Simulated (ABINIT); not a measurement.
Geometry relaxation, with input and output: Ge (part 2 of 2)

Ge (Fd-3m, 2 atoms in the cell); Kohn-Sham DFT of a periodic cell, PBE, JTH PAW PBE v2.0, no spin polarisation (ABINIT 10.8.3); cutoff 598.65 eV, 6×6×6 k-mesh, fermi-dirac of 0.05 eV. The structure derives from an entry of the Crystallography Open Database.

Geometry of the input (Å; fractional positions):
```
0.0000  2.8289  2.8289
2.8289  0.0000  2.8289
2.8289  2.8289  0.0000
Ge 0.7500  0.7500  0.7500
Ge 0.5000  0.5000  0.5000
```

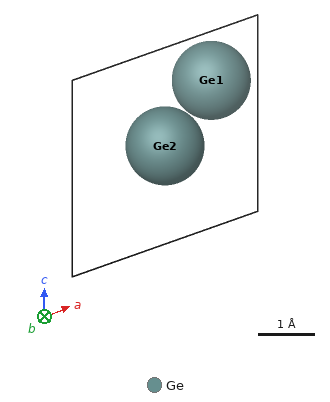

Fig. 1: The geometry at step 2 of the log (spheres-only view of the cell of the calculation, along the b axis; atoms are numbered from 1 in the order of the input).

## Output, continued
```
 Cartesian coordinates (xcart) [bohr]
  8.05024890712115E+00  8.05024890712115E+00  8.05024890712115E+00
  5.36683260474744E+00  5.36683260474744E+00  5.36683260474744E+00
 Reduced coordinates (xred)
  7.50000000000000E-01  7.50000000000000E-01  7.50000000000000E-01
  5.00000000000000E-01  5.00000000000000E-01  5.00000000000000E-01
 Cartesian forces (fcart) [Ha/bohr]; max,rms= 1.37189E-30 8.23756E-31 (free atoms)
  1.37188959006283E-30  8.75811540203011E-47 -3.91968454303665E-31
 -1.37188959006283E-30 -4.37905770101505E-47  3.91968454303665E-31
 Gradient of E wrt nuclear positions in reduced coordinates (gred)
  2.10362908058936E-30 -5.25907270147341E-30 -7.36270178206278E-30
 -2.10362908058937E-30  5.25907270147341E-30  7.36270178206278E-30
 Scale of Primitive Cell (acell) [bohr]
  7.58984745661995E+00  7.58984745661995E+00  7.58984745661995E+00
 Real space primitive translations (rprimd) [bohr]
  0.00000000000000E+00  5.36683260474744E+00  5.36683260474744E+00
  5.36683260474744E+00  0.00000000000000E+00  5.36683260474744E+00
  5.36683260474744E+00  5.36683260474744E+00  0.00000000000000E+00
 Unitary Cell Volume (ucvol) [Bohr^3]=  3.09160602019188E+02
 Angles (23,13,12)= [degrees]
  6.00000000000000E+01  6.00000000000000E+01  6.00000000000000E+01
 Lengths [Bohr]
  7.58984745661995E+00  7.58984745661995E+00  7.58984745661995E+00
 Stress tensor in cartesian coordinates (strten) [Ha/bohr^3]
 -1.02032878535803E-04  0.00000000000000E+00  0.00000000000000E+00
  0.00000000000000E+00 -1.02032878535807E-04  0.00000000000000E+00
  0.00000000000000E+00  0.00000000000000E+00 -1.02032878535810E-04
 Total energy (etotal) [Ha]= -1.91157117736436E+02

 Difference of energy with previous step (new-old):
           Absolute (Ha)=-4.19445E-04
           Relative     =-2.19424E-06

--- Iteration: ( 3/50) Internal Cycle: (1/1)
--------------------------------------------------------------------------------

---SELF-CONSISTENT-FIELD CONVERGENCE--------------------------------------------

--- !BeginCycle
iteration_state: {dtset: 1, itime: 3, icycle: 1, }
solver: {iscf: 17, nstep: 80, nline: 4, wfoptalg: 10, }
tolerances: {tolvrs: 1.00E-10, }
...

     iter   Etot(hartree)      deltaE(h)  residm     nres2
 ETOT  1  -191.20891783756    -1.912E+02 9.298E-03 1.096E+01
 ETOT  2  -191.16344761961     4.547E-02 2.172E-03 7.526E-01
 ETOT  3  -191.15870956197     4.738E-03 3.817E-03 2.445E-01
 ETOT  4  -191.15751526587     1.194E-03 1.084E-03 4.345E-02
 ETOT  5  -191.15775459195    -2.393E-04 3.290E-04 5.490E-03
 ETOT  6  -191.15784934198    -9.475E-05 6.545E-05 7.944E-04
 ETOT  7  -191.15785837361    -9.032E-06 6.809E-05 6.067E-05
 ETOT  8  -191.15785877764    -4.040E-07 4.191E-06 5.385E-06
 ETOT  9  -191.15785879424    -1.660E-08 9.167E-06 3.940E-07
 ETOT 10  -191.15785879483    -5.884E-10 4.926E-07 1.394E-07
 ETOT 11  -191.15785879480     2.817E-11 1.029E-06 4.772E-09
 ETOT 12  -191.15785879483    -2.791E-11 5.310E-08 6.130E-10
 ETOT 13  -191.15785879483    -1.990E-13 1.215E-07 1.018E-10
 ETOT 14  -191.15785879483     4.263E-13 5.989E-09 3.036E-11

 At SCF step   14       nres2   =  3.04E-11 < tolvrs=  1.00E-10 =>converged.

 Cartesian components of stress tensor (hartree/bohr^3)
  sigma(1 1)= -6.96815703E-06  sigma(3 2)=  0.00000000E+00
  sigma(2 2)= -6.96815703E-06  sigma(3 1)=  0.00000000E+00
  sigma(3 3)= -6.96815703E-06  sigma(2 1)=  0.00000000E+00

--- !ResultsGS
iteration_state: {dtset: 1, itime: 3, icycle: 1, }
comment   : Summary of ground state results
lattice_vectors:
- [  0.0000000,   5.4455431,   5.4455431, ]
- [  5.4455431,   0.0000000,   5.4455431, ]
- [  5.4455431,   5.4455431,   0.0000000, ]
lattice_lengths: [   7.70116,    7.70116,    7.70116, ]
lattice_angles: [ 60.000,  60.000,  60.000, ] # degrees, (23, 13, 12)
lattice_volume:   3.2296361E+02
convergence: {deltae:  4.263E-13, res2:  3.036E-11, residm:  5.989E-09, diffor: null, }
etotal    :  -1.91157859E+02
entropy   :   0.00000000E+00
fermie    :   2.31728856E-01
cartesian_stress_tensor: # hartree/bohr^3
- [ -6.96815703E-06,   0.00000000E+00,   0.00000000E+00, ]
- [  0.00000000E+00,  -6.96815703E-06,   0.00000000E+00, ]
- [  0.00000000E+00,   0.00000000E+00,  -6.96815703E-06, ]
pressure_GPa:   2.0501E-01
xred      :
- [  7.5000E-01,   7.5000E-01,   7.5000E-01, Ge]
- [  5.0000E-01,   5.0000E-01,   5.0000E-01, Ge]
cartesian_forces: # hartree/bohr
- [  2.89727174E-31,  -2.89727174E-31,  -1.06233297E-30, ]
- [ -2.89727174E-31,   2.89727174E-31,   1.06233297E-30, ]
force_length_stats: {min:   1.13861100E-30, max:   1.13861100E-30, mean:   1.13861100E-30, }
...

 Integrated electronic density in atomic spheres:
 ------------------------------------------------
 Atom  Sphere_radius  Integrated_density
    1        2.30477         12.32500210
    2        2.30477         12.33800749

---OUTPUT-----------------------------------------------------------------------

 Cartesian coordinates (xcart) [bohr]
  8.16831462342995E+00  8.16831462342995E+00  8.16831462342995E+00
  5.44554308228663E+00  5.44554308228664E+00  5.44554308228664E+00
 Reduced coordinates (xred)
  7.50000000000000E-01  7.50000000000000E-01  7.50000000000000E-01
  5.00000000000000E-01  5.00000000000000E-01  5.00000000000000E-01
 Cartesian forces (fcart) [Ha/bohr]; max,rms= 1.06233E-30 6.57377E-31 (free atoms)
  2.89727174425277E-31 -2.89727174425277E-31 -1.06233297289268E-30
 -2.89727174425277E-31  2.89727174425277E-31  1.06233297289268E-30
 Gradient of E wrt nuclear positions in reduced coordinates (gred)
  7.36270178206278E-30  4.20725816117873E-30 -2.49562455121468E-46
 -7.36270178206278E-30 -4.20725816117873E-30  7.44001470808661E-47
 Scale of Primitive Cell (acell) [bohr]
  7.70116088145675E+00  7.70116088145675E+00  7.70116088145675E+00
 Real space primitive translations (rprimd) [bohr]
  0.00000000000000E+00  5.44554308228664E+00  5.44554308228664E+00
  5.44554308228664E+00  0.00000000000000E+00  5.44554308228664E+00
  5.44554308228664E+00  5.44554308228664E+00  0.00000000000000E+00
 Unitary Cell Volume (ucvol) [Bohr^3]=  3.22963609789224E+02
 Angles (23,13,12)= [degrees]
  6.00000000000000E+01  6.00000000000000E+01  6.00000000000000E+01
 Lengths [Bohr]
  7.70116088145675E+00  7.70116088145675E+00  7.70116088145675E+00
 Stress tensor in cartesian coordinates (strten) [Ha/bohr^3]
 -6.96815703261217E-06  0.00000000000000E+00  0.00000000000000E+00
  0.00000000000000E+00 -6.96815703261737E-06  0.00000000000000E+00
  0.00000000000000E+00  0.00000000000000E+00 -6.96815703261910E-06
 Total energy (etotal) [Ha]= -1.91157858794827E+02

 Difference of energy with previous step (new-old):
           Absolute (Ha)=-7.41058E-04
           Relative     =-3.87669E-06

--- Iteration: ( 4/50) Internal Cycle: (1/1)
--------------------------------------------------------------------------------

---SELF-CONSISTENT-FIELD CONVERGENCE--------------------------------------------

--- !BeginCycle
iteration_state: {dtset: 1, itime: 4, icycle: 1, }
solver: {iscf: 17, nstep: 80, nline: 4, wfoptalg: 10, }
tolerances: {tolvrs: 1.00E-10, }
...

     iter   Etot(hartree)      deltaE(h)  residm     nres2
 ETOT  1  -191.15814343892    -1.912E+02 7.558E-05 5.986E-02
 ETOT  2  -191.15789096377     2.525E-04 1.148E-05 4.628E-03
 ETOT  3  -191.15786741211     2.355E-05 1.870E-05 1.454E-03
 ETOT  4  -191.15786092091     6.491E-06 5.053E-06 2.349E-04
 ETOT  5  -191.15786207858    -1.158E-06 3.236E-06 3.617E-05
 ETOT  6  -191.15786255331    -4.747E-07 3.416E-07 3.648E-06
 ETOT  7  -191.15786261229    -5.898E-08 8.985E-08 1.361E-07
 ETOT  8  -191.15786261335    -1.065E-09 5.173E-08 2.141E-09
 ETOT  9  -191.15786261341    -5.647E-11 1.065E-08 2.313E-10
 ETOT 10  -191.15786261341    -1.251E-12 8.763E-09 3.991E-12

 At SCF step   10       nres2   =  3.99E-12 < tolvrs=  1.00E-10 =>converged.

 Cartesian components of stress tensor (hartree/bohr^3)
  sigma(1 1)= -9.35463890E-08  sigma(3 2)=  0.00000000E+00
  sigma(2 2)= -9.35463890E-08  sigma(3 1)=  0.00000000E+00
  sigma(3 3)= -9.35463890E-08  sigma(2 1)=  0.00000000E+00

--- !ResultsGS
iteration_state: {dtset: 1, itime: 4, icycle: 1, }
comment   : Summary of ground state results
lattice_vectors:
- [  0.0000000,   5.4515899,   5.4515899, ]
- [  5.4515899,   0.0000000,   5.4515899, ]
- [  5.4515899,   5.4515899,   0.0000000, ]
lattice_lengths: [   7.70971,    7.70971,    7.70971, ]
lattice_angles: [ 60.000,  60.000,  60.000, ] # degrees, (23, 13, 12)
lattice_volume:   3.2404067E+02
convergence: {deltae: -1.251E-12, res2:  3.991E-12, residm:  8.763E-09, diffor: null, }
etotal    :  -1.91157863E+02
entropy   :   0.00000000E+00
fermie    :   2.30179158E-01
cartesian_stress_tensor: # hartree/bohr^3
- [ -9.35463890E-08,   0.00000000E+00,   0.00000000E+00, ]
- [  0.00000000E+00,  -9.35463890E-08,   0.00000000E+00, ]
- [  0.00000000E+00,   0.00000000E+00,  -9.35463890E-08, ]
pressure_GPa:   2.7522E-03
xred      :
- [  7.5000E-01,   7.5000E-01,   7.5000E-01, Ge]
- [  5.0000E-01,   5.0000E-01,   5.0000E-01, Ge]
cartesian_forces: # hartree/bohr
- [  3.08699537E-30,  -7.71748842E-31,  -7.71748842E-31, ]
- [ -3.08699537E-30,   7.71748842E-31,   7.71748842E-31, ]
force_length_stats: {min:   3.27425304E-30, max:   3.27425304E-30, mean:   3.27425304E-30, }
...

 Integrated electronic density in atomic spheres:
 ------------------------------------------------
 Atom  Sphere_radius  Integrated_density
    1        2.30477         12.32841903
    2        2.30477         12.34140838

---OUTPUT-----------------------------------------------------------------------

 Cartesian coordinates (xcart) [bohr]
  8.17738479263019E+00  8.17738479263019E+00  8.17738479263019E+00
  5.45158986175346E+00  5.45158986175346E+00  5.45158986175346E+00
 Reduced coordinates (xred)
  7.50000000000000E-01  7.50000000000000E-01  7.50000000000000E-01
  5.00000000000000E-01  5.00000000000000E-01  5.00000000000000E-01
 Cartesian forces (fcart) [Ha/bohr]; max,rms= 3.08700E-30 1.89039E-30 (free atoms)
  3.08699536676114E-30 -7.71748841690284E-31 -7.71748841690284E-31
 -3.08699536676114E-30  7.71748841690284E-31  7.71748841690284E-31
 Gradient of E wrt nuclear positions in reduced coordinates (gred)
  8.41451632235746E-30 -1.26217744835362E-29 -1.26217744835362E-29
 -8.41451632235746E-30  1.26217744835362E-29  1.26217744835362E-29
 Scale of Primitive Cell (acell) [bohr]
  7.70971231898741E+00  7.70971231898741E+00  7.70971231898741E+00
 Real space primitive translations (rprimd) [bohr]
  0.00000000000000E+00  5.45158986175346E+00  5.45158986175346E+00
  5.45158986175346E+00  0.00000000000000E+00  5.45158986175346E+00
  5.45158986175346E+00  5.45158986175346E+00  0.00000000000000E+00
 Unitary Cell Volume (ucvol) [Bohr^3]=  3.24040669874925E+02
 Angles (23,13,12)= [degrees]
  6.00000000000000E+01  6.00000000000000E+01  6.00000000000000E+01
 Lengths [Bohr]
  7.70971231898741E+00  7.70971231898741E+00  7.70971231898741E+00
 Stress tensor in cartesian coordinates (strten) [Ha/bohr^3]
 -9.35463890169852E-08  0.00000000000000E+00  0.00000000000000E+00
  0.00000000000000E+00 -9.35463890135158E-08  0.00000000000000E+00
  0.00000000000000E+00  0.00000000000000E+00 -9.35463890135158E-08
 Total energy (etotal) [Ha]= -1.91157862613409E+02

 Difference of energy with previous step (new-old):
           Absolute (Ha)=-3.81858E-06
           Relative     =-1.99761E-08

 At Broyd/MD step   4, gradients are converged :
  max grad (force/stress) = 9.3546E-06 < tolmxf= 2.0000E-05 ha/bohr (free atoms)

================================================================================

 ----iterations are completed or convergence reached----

 Mean square residual over all n,k,spin=   30.811E-12; max=  87.626E-10
 reduced coordinates (array xred) for    2 atoms
       0.750000000000      0.750000000000      0.750000000000
       0.500000000000      0.500000000000      0.500000000000
 rms dE/dt=  1.2386E-29; max dE/dt=  1.2622E-29; dE/dt below (all hartree)
    1       0.000000000000     -0.000000000000     -0.000000000000
    2      -0.000000000000      0.000000000000      0.000000000000

 cartesian coordinates (angstrom) at end:
    1      4.32728567410897     4.32728567410897     4.32728567410897
    2      2.88485711607265     2.88485711607265     2.88485711607265

 cartesian forces (hartree/bohr) at end:
    1      0.00000000000000    -0.00000000000000    -0.00000000000000
    2     -0.00000000000000     0.00000000000000     0.00000000000000
 frms,max,avg= 1.8903909E-30 3.0869954E-30   0.000E+00  0.000E+00  0.000E+00 h/b

 cartesian forces (eV/Angstrom) at end:
    1      0.00000000000000    -0.00000000000000    -0.00000000000000
    2     -0.00000000000000     0.00000000000000     0.00000000000000
 frms,max,avg= 9.7207807E-29 1.5873968E-28   0.000E+00  0.000E+00  0.000E+00 e/A
 length scales=  7.709712318987  7.709712318987  7.709712318987 bohr
              =  4.079804059058  4.079804059058  4.079804059058 angstroms
 Fermi (or HOMO) energy (hartree) =   0.23018   Average Vxc (hartree)=  -0.33144
 Eigenvalues (hartree) for nkpt=  16  k points:
 kpt#   1, nband= 18, wtk=  0.00463, kpt=  0.0000  0.0000  0.0000 (reduced coord)
  -0.67687   -0.67687   -0.67687   -0.67571   -0.67571   -0.66903   -0.66903   -0.66903
  -0.66873   -0.66873   -0.22213    0.21310    0.23182    0.23182    0.23182    0.32460
   0.32460    0.32460
      occupation numbers for kpt#   1
   2.00000    2.00000    2.00000    2.00000    2.00000    2.00000    2.00000    2.00000
   2.00000    2.00000    2.00000    1.99982    0.58151    0.58151    0.58151    0.00000
   0.00000    0.00000
 prteigrs : prtvol=0 or 1, do not print more k-points.

--- !EnergyTerms
iteration_state     : {dtset: 1, itime: 4, icycle: 1, }
comment             : Components of total free energy in Hartree
kinetic             :  1.30127862194351E+01
hartree             :  4.56162657888237E+01
xc                  : -4.59646717079633E+00
Ewald energy        : -9.68352758943797E+01
psp_core            :  3.50182847005112E+00
local_psp           : -1.47141806539915E+02
PAW spherical_terms : -4.71511838466513E+00
internal            : -1.91157787511447E+02
'-kT*entropy'       : -7.51596225376011E-05
total_energy        : -1.91157862671069E+02
total_energy_eV     : -5.20167043509866E+03
...

--- !EnergyTermsDC
iteration_state     : {dtset: 1, itime: 4, icycle: 1, }
comment             : '"Double-counting" decomposition of free energy'
band_energy         : -1.32022809882125E+01
Ewald energy        : -9.68352758943797E+01
psp_core            :  3.50182847005112E+00
xc_dc               : -4.44240593562896E+01
PAW spherical_terms : -4.01979996849561E+01
internal            : -1.91157787453787E+02
'-kT*entropy'       : -7.51596225376011E-05
total_energy_dc     : -1.91157862613409E+02
total_energy_dc_eV  : -5.20167043352965E+03
...

--- !EnergyTermsWithPAWCore
iteration_state     : {dtset: 1, itime: 4, icycle: 1, }
comment             : 'Components of total free energy, including PAW core contributions'
Total energy        : -4.19799435085318E+03
Total energy DC     : -4.19799435079552E+03
Total energy (eV)   : -1.14233245739512E+05
Total energy DC (eV): -1.14233245737943E+05
...

 Cartesian components of stress tensor (hartree/bohr^3)
  sigma(1 1)= -9.35463890E-08  sigma(3 2)=  0.00000000E+00
  sigma(2 2)= -9.35463890E-08  sigma(3 1)=  0.00000000E+00
  sigma(3 3)= -9.35463890E-08  sigma(2 1)=  0.00000000E+00

-Cartesian components of stress tensor (GPa)         [Pressure=  2.7522E-03 GPa]
- sigma(1 1)= -2.75222979E-03  sigma(3 2)=  0.00000000E+00
- sigma(2 2)= -2.75222979E-03  sigma(3 1)=  0.00000000E+00
- sigma(3 3)= -2.75222979E-03  sigma(2 1)=  0.00000000E+00

== END DATASET(S) ==============================================================
================================================================================

 -outvars: echo values of variables after computation  --------
            acell      7.7097123190E+00  7.7097123190E+00  7.7097123190E+00 Bohr
           etotal     -1.9115786261E+02
            fcart      3.0869953668E-30 -7.7174884169E-31 -7.7174884169E-31
                      -3.0869953668E-30  7.7174884169E-31  7.7174884169E-31
            rprim      0.0000000000E+00  7.0710678119E-01  7.0710678119E-01
                       7.0710678119E-01  0.0000000000E+00  7.0710678119E-01
                       7.0710678119E-01  7.0710678119E-01  0.0000000000E+00
           strten     -9.3546389017E-08 -9.3546389014E-08 -9.3546389014E-08
                       0.0000000000E+00  0.0000000000E+00  0.0000000000E+00
           xangst      4.3272856741E+00  4.3272856741E+00  4.3272856741E+00
                       2.8848571161E+00  2.8848571161E+00  2.8848571161E+00
             xred      7.5000000000E-01  7.5000000000E-01  7.5000000000E-01
                       5.0000000000E-01  5.0000000000E-01  5.0000000000E-01
 Calculation completed.
```

## Trajectory as extended XYZ (Å, eV, eV/Å), 4 frames, from step=0 to step=3
```
2
Lattice="0.0000 2.8289 2.8289 2.8289 0.0000 2.8289 2.8289 2.8289 0.0000" Properties=species:S:1:pos:R:3:forces:R:3 step=0 energy=-5201.63875
Ge    4.2434    4.2434    4.2434    0.0000   0.0000   0.0000
Ge    2.8289    2.8289    2.8289    0.0000   0.0000   0.0000
2
Lattice="0.0000 2.8400 2.8400 2.8400 0.0000 2.8400 2.8400 2.8400 0.0000" Properties=species:S:1:pos:R:3:forces:R:3 step=1 energy=-5201.65016
Ge    4.2600    4.2600    4.2600    0.0000   0.0000   0.0000
Ge    2.8400    2.8400    2.8400    0.0000   0.0000   0.0000
2
Lattice="0.0000 2.8817 2.8817 2.8817 0.0000 2.8817 2.8817 2.8817 0.0000" Properties=species:S:1:pos:R:3:forces:R:3 step=2 energy=-5201.67033
Ge    4.3225    4.3225    4.3225    0.0000   0.0000   0.0000
Ge    2.8817    2.8817    2.8817    0.0000   0.0000   0.0000
2
Lattice="0.0000 2.8849 2.8849 2.8849 0.0000 2.8849 2.8849 2.8849 0.0000" Properties=species:S:1:pos:R:3:forces:R:3 step=3 energy=-5201.67043
Ge    4.3273    4.3273    4.3273    0.0000   0.0000   0.0000
Ge    2.8849    2.8849    2.8849    0.0000   0.0000   0.0000
```

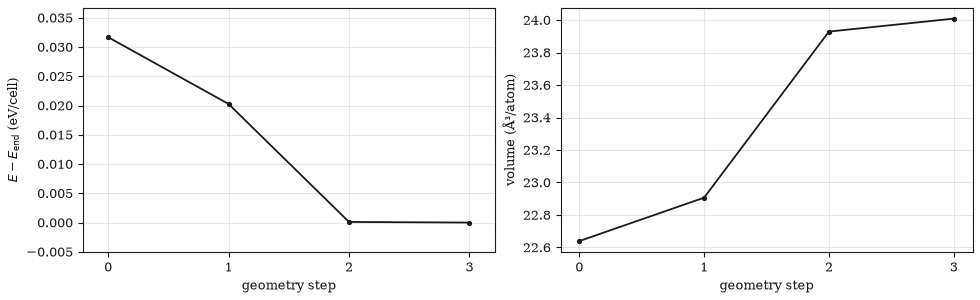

Fig. 2: Progress of the relaxation, step by step (steps are counted from 0).

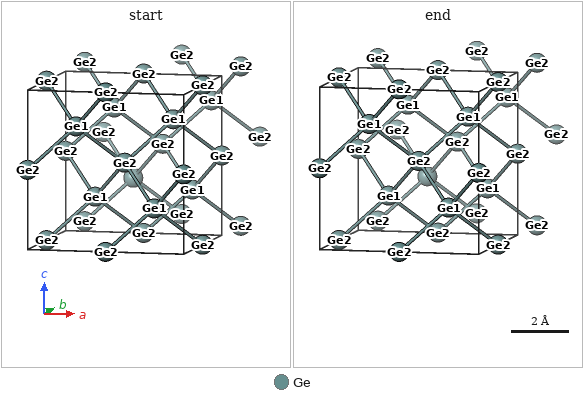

Fig. 3: Before (left) and after (right) the relaxation, at one scale (ball-and-stick view of the cell 4 times as large as that of the calculation, set on its symmetry axes, repeated 1 × 2 × 1, seen slightly off an axis). The energy falls by 31.7 meV per cell of the calculation in 3 geometry steps. All forces vanish by symmetry, so only the cell relaxes. No atom moves by more than 0.005 Å relative to the cell. The volume changes by +6.1 %, with a = b = c 5.658 → 5.770 Å (+2.0 %). Among the contacts that change: Ge1–Ge2 2.450 → 2.498 Å. The space group stays Fd-3m (No. 227). (Atoms are counted from 1 in the order of the input.)

## Results in brief

- outcome: converged
- space group (tolerance 0.01 Å): Fd-3m (227)
- electrons treated: 28
- free energy: −5201.6704 eV
- Fermi energy: 6.263 eV
- gap on the k-point mesh: none (metallic)
- pressure: 0.00 GPa
- final volume: 48.02 Å³
- largest force (length of the vector) at the end: under 0.001 eV/Å
- final cell: a = 4.080 Å, b = 4.080 Å, c = 4.080 Å, α = 60.00°, β = 60.00°, γ = 60.00°
- hardware: 1 thread of Arm Neoverse V1, 24 GiB of memory available, shared host
- wall time: 84 s
- peak memory: 0.14 GiB
